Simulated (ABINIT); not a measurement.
# A GW chain in ABINIT: NaF (Villiaumite), part 2 of 3

Wanted: ground state, empty states, screening and self-energy for NaF (Villiaumite).

ABINIT 10.8.3; PBE and many-body steps on it, plane waves. Known limits of the many-body steps: not at the basis limit.

So far. Step 2 (Ground state): The gap is direct, at Γ.

The database entry behind the starting cell differs from later determinations by our own check (0.1 to 0.3 % short, probably kX units), so it need not match the best structure at ambient conditions.

### 3. Bands along the symmetry lines

Level of this step: DFT, PBE, plane waves, norm-conserving pseudopotentials (ABINIT).

Levels along a band path, at the cheap level, show where the edges lie and whether the meshes to come will hold them.

Contents of run.abi:

```
acell 3*1.0 Angstrom
rprim 
  0.000000000000 2.310000000000 2.310000000000
  2.310000000000 0.000000000000 2.310000000000
  2.310000000000 2.310000000000 0.000000000000
ntypat 2
znucl 11 9
natom 2
typat 1 2
xred 
  0.000000000000 0.000000000000 0.000000000000
  0.500000000000 0.500000000000 0.500000000000
pp_dirpath "pseudos"
pseudos "Na.upf, F.upf"
ecut 38
iscf -2
irdden 1
kptopt 0
nkpt 50
kpt 
  0.00000000 0.00000000 0.00000000
  0.06250000 0.00000000 0.06250000
  0.12500000 0.00000000 0.12500000
  0.18750000 0.00000000 0.18750000
  0.25000000 0.00000000 0.25000000
  0.31250000 0.00000000 0.31250000
  0.37500000 0.00000000 0.37500000
  0.43750000 0.00000000 0.43750000
  0.50000000 0.00000000 0.50000000
  0.51562500 0.03125000 0.51562500
  0.53125000 0.06250000 0.53125000
  0.54687500 0.09375000 0.54687500
  0.56250000 0.12500000 0.56250000
  0.57812500 0.15625000 0.57812500
  0.59375000 0.18750000 0.59375000
  0.60937500 0.21875000 0.60937500
  0.62500000 0.25000000 0.62500000
  0.37500000 0.37500000 0.75000000
  0.32812500 0.32812500 0.65625000
  0.28125000 0.28125000 0.56250000
  0.23437500 0.23437500 0.46875000
  0.18750000 0.18750000 0.37500000
  0.14062500 0.14062500 0.28125000
  0.09375000 0.09375000 0.18750000
  0.04687500 0.04687500 0.09375000
  0.00000000 0.00000000 0.00000000
  0.06250000 0.06250000 0.06250000
  0.12500000 0.12500000 0.12500000
  0.18750000 0.18750000 0.18750000
  0.25000000 0.25000000 0.25000000
  0.31250000 0.31250000 0.31250000
  0.37500000 0.37500000 0.37500000
  0.43750000 0.43750000 0.43750000
  0.50000000 0.50000000 0.50000000
  0.50000000 0.46875000 0.53125000
  0.50000000 0.43750000 0.56250000
  0.50000000 0.40625000 0.59375000
  0.50000000 0.37500000 0.62500000
  0.50000000 0.34375000 0.65625000
  0.50000000 0.31250000 0.68750000
  0.50000000 0.28125000 0.71875000
  0.50000000 0.25000000 0.75000000
  0.50000000 0.21875000 0.71875000
  0.50000000 0.18750000 0.68750000
  0.50000000 0.15625000 0.65625000
  0.50000000 0.12500000 0.62500000
  0.50000000 0.09375000 0.59375000
  0.50000000 0.06250000 0.56250000
  0.50000000 0.03125000 0.53125000
  0.50000000 0.00000000 0.50000000
istwfk *1
nband 15
nbdbuf 2
tolwfr 1e-08
nstep 40
prtwf 0
prtvol 0
indata_prefix "in"
outdata_prefix "out"
tmpdata_prefix "tmp"
```

On the command line:

```bash
$ OMP_NUM_THREADS=1 mpirun -n 4 abinit run.abi > log
```

Numbers of over 12 decimals in the logs are rounded to 6 here.

Log:

```text
.Version 10.8.3 of ABINIT. v10.8.2 released Aug 2026.

 Symmetries : space group Fm -3 m (#225); Bravais cF (face-center cubic)
[... echo of the input left out ...]
== DATASET  1 ==================================================================
-   mpi_nproc: 4, omp_nthreads: 1 (-1 if OMP is not activated)

--- !DatasetInfo
iteration_state: {dtset: 1, }
dimensions: {natom: 2, nkpt: 50, mband: 15, nsppol: 1, nspinor: 1, nspden: 1, mpw: 1880, }
cutoff_energies: {ecut:  38.0, pawecutdg:  -1.0, }
electrons: {nelect:   1.60000000E+01, charge:   0.00000000E+00, occopt:   1.00000000E+00, tsmear:   1.00000000E-02, }

 Real(R)+Recip(G) space primitive vectors, cartesian coordinates (Bohr,Bohr^-1):
 R(1)=  0.0000000  4.3652674  4.3652674  G(1)= -0.1145405  0.1145405  0.1145405
 R(2)=  4.3652674  0.0000000  4.3652674  G(2)=  0.1145405 -0.1145405  0.1145405
 R(3)=  4.3652674  4.3652674  0.0000000  G(3)=  0.1145405  0.1145405 -0.1145405
 Unit cell volume ucvol=  1.6636522E+02 bohr^3
 Angles (23,13,12)=  6.00000000E+01  6.00000000E+01  6.00000000E+01 degrees

 getcut: wavevector=  0.0000  0.0000  0.0000  ngfft=  36  36  36
         ecut(hartree)=     38.000   => boxcut(ratio)=   2.10145

--- Pseudopotential description ------------------------------------------------
- Na Generated using ONCVPSP code by D. R. Hamann
- 11.00000   9.00000  171031                  znucl, zion, pspdat
12 -101130 1 -1 1992                          pspcod,pspxc,lmax,lloc,mmax
     nproj     2     2     0
  pspatm : epsatm=    9.36084378
         --- l  ekb(1:nproj) -->
             0    2.667291   -0.676599
             1   -6.743718   -2.407365
 pspatm: atomic psp has been read  and splines computed

- F Generated using ONCVPSP code by D. R. Hamann
-  9.00000   7.00000  171031                  znucl, zion, pspdat
12 -101130 2 -1 832                           pspcod,pspxc,lmax,lloc,mmax
     nproj     2     2     1
  pspatm : epsatm=    4.87625608
         --- l  ekb(1:nproj) -->
             0    6.519403    1.070094
[...]
2   -2.441503
 pspatm: atomic psp has been read  and splines computed

--------------------------------------------------------------------------------

================================================================================
 prteigrs : about to open file out_EIG
 Non-SCF case, kpt    1 (  0.00000  0.00000  0.00000), residuals and eigenvalues=
  3.60E-09  2.52E-09  7.97E-09  3.08E-09  8.09E-09  6.43E-09  1.36E-09  9.53E-10
  1.24E-09  9.78E-09  8.94E-09  8.26E-10  3.23E-09  4.49E-08  7.70E-08
 -1.7783E+00 -7.5120E-01 -7.4502E-01 -7.4502E-01 -7.4502E-01 -4.8861E-02
 -4.8861E-02 -4.8861E-02  1.8595E-01  6.5511E-01  6.5511E-01  6.5511E-01
[...]
Non-SCF case, kpt    2 (  0.06250  0.00000  0.06250), residuals and eigenvalues=
  3.39E-09  8.37E-09  1.78E-09  2.56E-09  3.38E-09  1.79E-09  2.15E-09  1.07E-09
[...]
7.11E-09  9.11E-09  2.07E-09  6.00E-09  2.45E-09  4.44E-09  1.89E-09  9.20E-09
  2.82E-09  2.68E-09  2.37E-09  8.75E-09  7.65E-09  6.74E-09  8.92E-09
[...]
Non-SCF case, kpt   49 (  0.50000  0.03125  0.53125), residuals and eigenvalues=
[...]
Non-SCF case, kpt   50 (  0.50000  0.00000  0.50000), residuals and eigenvalues=
[...]
-1.7776E+00 -7.5029E-01 -7.4703E-01 -7.4703E-01 -7.4207E-01 -9.5843E-02
 -6.3793E-02 -6.3793E-02  4.3796E-01  4.4449E-01  4.5634E-01  6.8268E-01
[...]
--- !ResultsGS
iteration_state: {dtset: 1, }
comment   : Summary of ground state results
lattice_vectors:
- [  0.0000000,   4.3652674,   4.3652674, ]
- [  4.3652674,   0.0000000,   4.3652674, ]
- [  4.3652674,   4.3652674,   0.0000000, ]
lattice_lengths: [   6.17342,    6.17342,    6.17342, ]
lattice_angles: [ 60.000,  60.000,  60.000, ] # degrees, (23, 13, 12)
lattice_volume:   1.6636522E+02
convergence: {deltae:  0.000E+00, res2:  0.000E+00, residm:  9.992E-09, diffor:  0.000E+00, }
etotal    :  -7.04829795E+01
entropy   :   0.00000000E+00
fermie    :  -4.88605676E-02
cartesian_stress_tensor: null
pressure_GPa: null
xred      :
- [  0.0000E+00,   0.0000E+00,   0.0000E+00, Na]
- [  5.0000E-01,   5.0000E-01,   5.0000E-01,  F]
cartesian_forces: null
force_length_stats: {min: null, max: null, mean: null, }

 Integrated electronic density in atomic spheres:
 ------------------------------------------------
 Atom  Sphere_radius  Integrated_density
[...]
================================================================================

 ----iterations are completed or convergence reached----

 Mean square residual over all n,k,spin=   35.518E-10; max=  99.923E-10
 reduced coordinates (array xred) for    2 atoms
       0.000000000000      0.000000000000      0.000000000000
       0.500000000000      0.500000000000      0.500000000000

 cartesian coordinates (angstrom) at end:
    1      0.000000     0.000000     0.000000
    2      2.310000     2.310000     2.310000
 length scales=  1.889726125908  1.889726125908  1.889726125908 bohr
              =  1.000000000000  1.000000000000  1.000000000000 angstroms
 prteigrs : about to open file out_EIG
 Eigenvalues (hartree) for nkpt=  50  k points:
 kpt#   1, nband= 15, wtk=  1.00000, kpt=  0.0000  0.0000  0.0000 (reduced coord)
[...]
kpt#   2, nband= 15, wtk=  1.00000, kpt=  0.0625  0.0000  0.0625 (reduced coord)
[...]
kpt#   3, nband= 15, wtk=  1.00000, kpt=  0.1250  0.0000  0.1250 (reduced coord)
[...]
kpt#  49, nband= 15, wtk=  1.00000, kpt=  0.5000  0.0313  0.5313 (reduced coord)
  -1.77764   -0.75026   -0.74869   -0.74705   -0.74034   -0.09557   -0.06415   -0.06403
   0.43801    0.44440    0.45776    0.67842    0.68499    0.84340    1.01693
 kpt#  50, nband= 15, wtk=  1.00000, kpt=  0.5000  0.0000  0.5000 (reduced coord)
  -1.77764   -0.75029   -0.74703   -0.74703   -0.74207   -0.09584   -0.06379   -0.06379
   0.43796    0.44449    0.45634    0.68268    0.68268    0.83897    1.01712

== END DATASET(S) ==============================================================
================================================================================

 -outvars: echo values of variables after computation  --------
            nband          15
             nkpt          50
          spgroup         225
 [... the other variables as echoed above ...]

 Calculation completed.
```

Run time: 5.1 s. Hardware: 4 MPI ranks of Intel Xeon Platinum 8488C (Sapphire Rapids), shared host; peak memory 0.29 GiB.

This step gave:

```
gap                        : 6.390 eV
k of the valence top       : 0, 0, 0
k of the conduction bottom : 0, 0, 0
least direct gap           : 6.390 eV
```

The gap is 6.390 eV, as in the run before at this level.

The electronic bands at the labelled points (eV, zero at the top of the highest filled band; v1 is the highest filled band, c1 the lowest empty one):

| point | v4 | v3 | v2 | v1 | c1 | c2 | c3 | c4 |
| --- | --- | --- | --- | --- | --- | --- | --- | --- |
| Γ | -18.94 | 0.00 | 0.00 | 0.00 | 6.39 | 19.16 | 19.16 | 19.16 |
| X | -18.86 | -1.28 | -0.41 | -0.41 | 13.25 | 13.42 | 13.75 | 19.91 |
| U | -18.45 | -1.06 | -0.83 | -0.37 | 12.94 | 13.33 | 14.85 | 19.55 |
| jump to K | -18.45 | -1.06 | -0.83 | -0.37 | 12.94 | 13.33 | 14.85 | 19.55 |
| Γ | -18.94 | 0.00 | 0.00 | 0.00 | 6.39 | 19.16 | 19.16 | 19.16 |
| L | -18.13 | -1.59 | -0.25 | -0.25 | 10.88 | 12.57 | 20.25 | 20.25 |
| W | -18.44 | -0.87 | -0.87 | -0.57 | 13.32 | 13.32 | 15.34 | 17.03 |
| X | -18.86 | -1.28 | -0.41 | -0.41 | 13.25 | 13.42 | 13.75 | 19.91 |

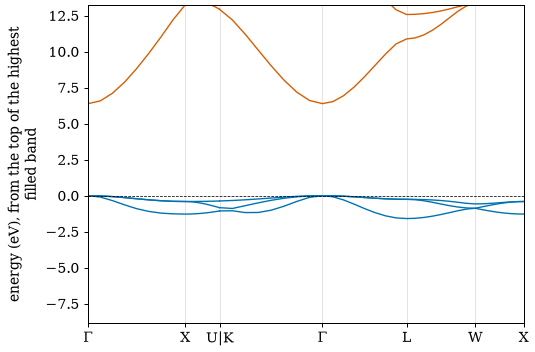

Electronic bands along the path; lines of filled and empty bands in two colours.

### 4. Empty states on the mesh, 6×6×6 mesh, 151 bands

The sums over transitions need many empty states on a uniform mesh; this step solves for them.

Contents of run.abi:

```
acell 3*1.0 Angstrom
rprim 
  0.000000000000 2.310000000000 2.310000000000
  2.310000000000 0.000000000000 2.310000000000
  2.310000000000 2.310000000000 0.000000000000
ntypat 2
znucl 11 9
natom 2
typat 1 2
xred 
  0.000000000000 0.000000000000 0.000000000000
  0.500000000000 0.500000000000 0.500000000000
pp_dirpath "pseudos"
pseudos "Na.upf, F.upf"
ecut 38
ngkpt 6 6 6
nshiftk 1
shiftk 0 0 0
kptopt 1
chksymbreak 0
irdden 1
istwfk *1
nband 151
prtvol 0
optdriver 6
gwr_task "HDIAGO"
paral_kgb 0
occopt 1
indata_prefix "in"
outdata_prefix "out"
tmpdata_prefix "tmp"
```

Log:

```text
[banner, memory and clock lines left out]
.Version 10.8.3 of ABINIT. v10.8.2 released Aug 2026.

 Symmetries : space group Fm -3 m (#225); Bravais cF (face-center cubic)
[... echo of the input left out ...]
== DATASET  1 ==================================================================
-   mpi_nproc: 4, omp_nthreads: 1 (-1 if OMP is not activated)

--- !DatasetInfo
iteration_state: {dtset: 1, }
dimensions: {natom: 2, nkpt: 16, mband: 151, nsppol: 1, nspinor: 1, nspden: 1, mpw: 1874, }
cutoff_energies: {ecut:  38.0, pawecutdg:  -1.0, }
electrons: {nelect:   1.60000000E+01, charge:   0.00000000E+00, occopt:   1.00000000E+00, tsmear:   1.00000000E-02, }

.Using double precision arithmetic; gwpc =  8

- Reading GS density from: in_DEN

--- Pseudopotential description ------------------------------------------------
- Na Generated using ONCVPSP code by D. R. Hamann
- 11.00000   9.00000  171031                  znucl, zion, pspdat
12 -101130 1 -1 1992                          pspcod,pspxc,lmax,lloc,mmax
     nproj     2     2     0
  pspatm : epsatm=    9.36084378
         --- l  ekb(1:nproj) -->
             0    2.667291   -0.676599
             1   -6.743718   -2.407365
 pspatm: atomic psp has been read  and splines computed

- F Generated using ONCVPSP code by D. R. Hamann
-  9.00000   7.00000  171031                  znucl, zion, pspdat
12 -101130 2 -1 832                           pspcod,pspxc,lmax,lloc,mmax
     nproj     2     2     1
  pspatm : epsatm=    4.87625608
         --- l  ekb(1:nproj) -->
             0    6.519403    1.070094
             1   -3.955629   -1.291931
             2   -2.441503
 pspatm: atomic psp has been read  and splines computed

   2.27793598E+02                                ecore*ucvol(ha*bohr**3)

 Total charge density [el/Bohr^3]
)     Maximum=    2.7052E+00  at reduced coord.    0.9722    0.9722    0.9722
)     Minimum=    2.4600E-03  at reduced coord.    0.2500    0.2500    0.2500
   Integrated=    1.6000E+01

 === KS gaps after direct diagonalization ===
 Direct band gap semiconductor
 Fundamental gap:     6.390 (eV)
   VBM:    -1.330 (eV) at k: [ 0.0000E+00,  0.0000E+00,  0.0000E+00]
   CBM:     5.060 (eV) at k: [ 0.0000E+00,  0.0000E+00,  0.0000E+00]
 Direct gap:         6.390 (eV) at k: [ 0.0000E+00,  0.0000E+00,  0.0000E+00]

== END DATASET(S) ==============================================================

 -outvars: echo values of variables after computation  --------
           etotal      0.0000000000E+00
            nband         151
             nkpt          16
          spgroup         225
 [... the other variables as echoed above ...]

 Calculation completed.
```

The job ended after 16 s (4 MPI ranks; peak memory 1.1 GiB; 64 s of CPU time).

Numbers from this step:

```
gap                                                           : 6.390 eV
k of the valence top                                          : 0, 0, 0
k of the conduction bottom                                    : 0, 0, 0
least direct gap                                              : 6.390 eV
k points computed                                             : 16
lowest point of the top converged band, above the valence top : 173.2584 eV
```

On this mesh the gap is 6.390 eV.

### 5. Screening, 6×6×6 mesh, 143 bands, screening to 239.5 eV

The RPA dielectric matrix is built and inverted for each q.

This step: RPA screening on PBE, plane waves, norm-conserving pseudopotentials.

Changes to run.abi since step 4:

```diff
@@ -20,10 +20,11 @@
 chksymbreak 0
-irdden 1
 istwfk *1
-nband 151
-prtvol 0
-optdriver 6
-gwr_task "HDIAGO"
-paral_kgb 0
 occopt 1
+irdwfk 1
+optdriver 3
+nband 143
+ecuteps 8.8
+inclvkb 2
+awtr 1
+symchi 1
 indata_prefix "in"
```

Log:

```text
.Version 10.8.3 of ABINIT. v10.8.2 released Aug 2026.

 Symmetries : space group Fm -3 m (#225); Bravais cF (face-center cubic)
[... echo of the input left out ...]
== DATASET  1 ==================================================================
-   mpi_nproc: 4, omp_nthreads: 1 (-1 if OMP is not activated)

--- !DatasetInfo
iteration_state: {dtset: 1, }
dimensions: {natom: 2, nkpt: 16, mband: 143, nsppol: 1, nspinor: 1, nspden: 1, mpw: 1874, }
cutoff_energies: {ecut:  38.0, pawecutdg:  -1.0, }
electrons: {nelect:   1.60000000E+01, charge:   0.00000000E+00, occopt:   1.00000000E+00, tsmear:   1.00000000E-02, }

 SCREENING: Calculation of the susceptibility and dielectric matrices

 Based on a program developped by R.W. Godby, V. Olevano, G. Onida, and L. Reining.
 Incorporated in ABINIT by V. Olevano, G.-M. Rignanese, and M. Torrent.
.Using double precision arithmetic ; gwpc =  8

[... cell and pseudopotentials left out ...]
--------------------------------------------------------------------------------

 ==== K-mesh for the wavefunctions ====
 Number of points in the irreducible wedge :    16
[... list of points left out ...]
 Together with 48 symmetry operations and time-reversal symmetry
 yields   216 points in the full Brillouin Zone.

 ==== Q-mesh for the screening function ====
 Number of points in the irreducible wedge :    16
[... list of points left out ...]
 Together with 48 symmetry operations and time-reversal symmetry
 yields   216 points in the full Brillouin Zone.

 setmesh: FFT mesh size selected  =    25x   25x   25
          total number of points  =        15625

 vcoul_init : cutoff-mode = AUXILIARY_FUNCTION
 q-points for optical limit:   1
     1)      0.000010    0.000020    0.000030

- screening: taking advantage of time-reversal symmetry
- Maximum band index for partially occupied states nbvw = 8
- Remaining bands to be divided among processors   nbcw = 135
- Number of bands treated by each node ~33

 Number of electrons calculated from density =   16.0000; Expected =   16.0000
 average of density, n =  0.096174
 r_s =    1.3540
 omega_plasma =   29.9147 [eV]

 calculating chi0 at frequencies [eV] :
  1    0.000000E+00    0.000000E+00
  2    0.000000E+00    2.991468E+01

--------------------------------------------------------------------------------
  q-point number  1        q = ( 0.000000, 0.000000, 0.000000) [r.l.u.]
--------------------------------------------------------------------------------
[... chi0 elements left out ...]
 For q-point:  0.000010 0.000020 0.000030
  dielectric constant =   1.8002
  dielectric constant without local fields =   1.9000

  Average fulfillment of the sum rule on Im[epsilon] for q-point    1 :     76.66  [%]
[... wings left out ...]
  q-point number  2        q = ( 0.166667, 0.000000, 0.000000) [r.l.u.]
--------------------------------------------------------------------------------
[... chi0 elements left out ...]
  Average fulfillment of the sum rule on Im[epsilon] for q-point    2 :     89.05  [%]

 [... 14 further q-points ...]
```

Wall time 77 s (4 MPI ranks); peak memory 1.1 GiB; 5.1 min of CPU time.

Numbers from this step:

```
ε∞ with local fields, on this mesh, along the program's q direction : 1.800
the same without local fields                                       : 1.9
plasma frequency                                                    : 29.91 eV
plane waves in the screening matrix                                 : 181
```

Local fields lower ε∞ by 5 %.

[end of part 2 of 3]

[Paths, hosts, dates, memory and timing lines, banners, echoed tables and standing remarks are left out of the program output.]

[Logs are printed without paths, hosts, clocks, repeated set-up lines and the standing remarks that a program may print on its own settings, such as how far it seeks lower states.]

[Runs of the session that timed out or met a known fault of the program may be left out.]

[Hosts, paths, dates, database ids (printed as entryN), source tags and the programs' standing remarks are cut or masked in the printed files.]

[G0W0 gaps are taken among the corrected bands and points alone; a level outside them can change the order at an edge.]

[Where Ansatz stands beside ABINIT at settings called matched, ABINIT's density can come from a denser mesh and the files from another edition; pairs whose starting gaps differed by over 0.03 eV were left out, so agreement reads better than it is.]
